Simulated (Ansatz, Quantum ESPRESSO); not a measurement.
# 1T-ZrSe2, 1 layer: the gap on the mesh at a withheld member of a series

How the rows were computed: Quantum ESPRESSO 7.5, PBE, SG15 norm-conserving. Cell and atoms are relaxed under PBE (GBRV files) and held. Screened hybrids with norm-conserving files, screening 0.106 per bohr, fixed occupations, a 9×9×1 mesh with exchange on 3×3×1 q points. Levels count from the potential in the middle of the vacuum. The series steps the share of short-range exact exchange (0.25 is HSE06, 0 is PBE).

```tsv
share of short-range exact exchange	gap on the mesh (eV)
0	0.506
0.1	0.798
0.15	0.951
0.2	1.108
0.25	1.269
0.3	1.433
```

To predict: What is the gap on the mesh at 0.4?

**Fit.** The rows at 0.25 and 0.3 give a slope of (1.433 − (1.269))/(0.3 − (0.25)) = 3.28, so a straight line gives 1.761 eV. A parabola through these and the row at 0.2 gives 1.770 eV.

What the calculation gave: 1.774 eV. The line misses by −0.013 and the parabola by −0.004 eV. Both misses are under 5 % of the step from the nearer row.

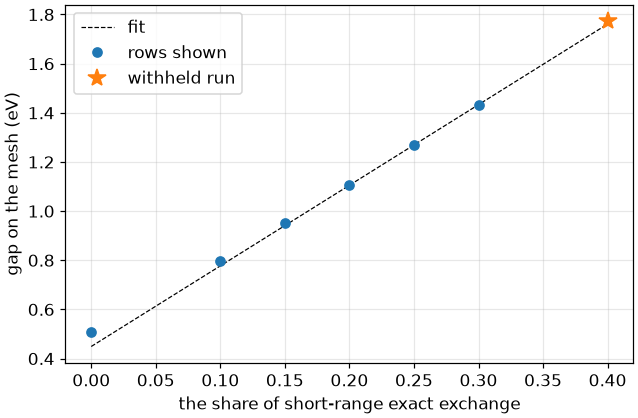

The rows shown, the fit and the withheld run.

**Limits.** Gaps are those of the mesh; no spin-orbit coupling; the q mesh was not tested; the geometry stays that of PBE.

[Logs are printed without paths, hosts, clocks, repeated set-up lines and the standing remarks that a program may print on its own settings, such as how far it seeks lower states.]
